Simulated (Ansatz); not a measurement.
CuAu3

```
Cu Au
1.0
     0.00000    3.94053    0.00000
     0.00000    0.00000    3.94053
     4.05374    0.00000    0.00000
Cu Au
1 3
Cartesian
  0.0000 0.0000 0.0000
  0.0000 1.9703 1.9703
  2.0269 0.0000 1.9703
  2.0269 1.9703 0.0000
```

Space group P4/mmm; changed on purpose from its base cell (uniaxial strain along a, b, c and atoms relaxed: +2.0 %); computed without spin polarisation.

Method: DFT PBEsol, scalar-relativistic, plane waves, PAW in Ansatz 0.2.0.

Predict the valence pseudo-density and electron localisation function between the atoms.

Cu–Au (2.83 Å): ρ is about 0.25 e/Å³ halfway; the ELF is about 0.20 at the midpoint; no shared electron pair shows on this line.

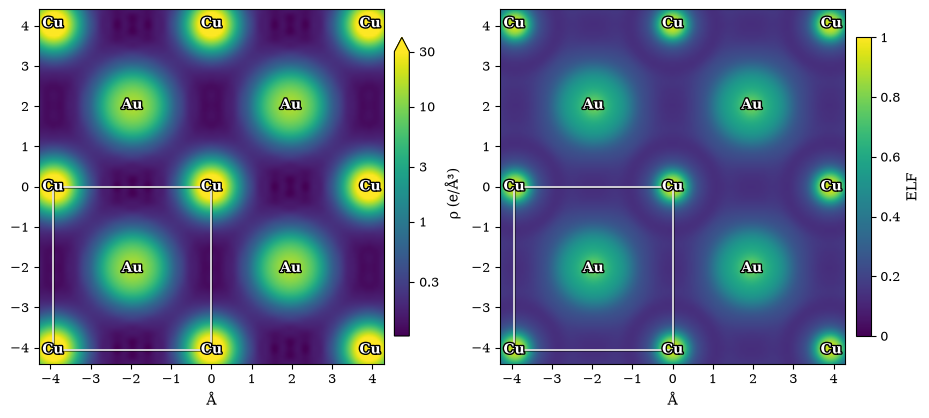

Computed valence pseudo-density and electron localisation function on the (010) plane of the conventional cell, in this order. 

Core electrons are frozen (PAW), and the valence fields are smoothed inside the atomic spheres.
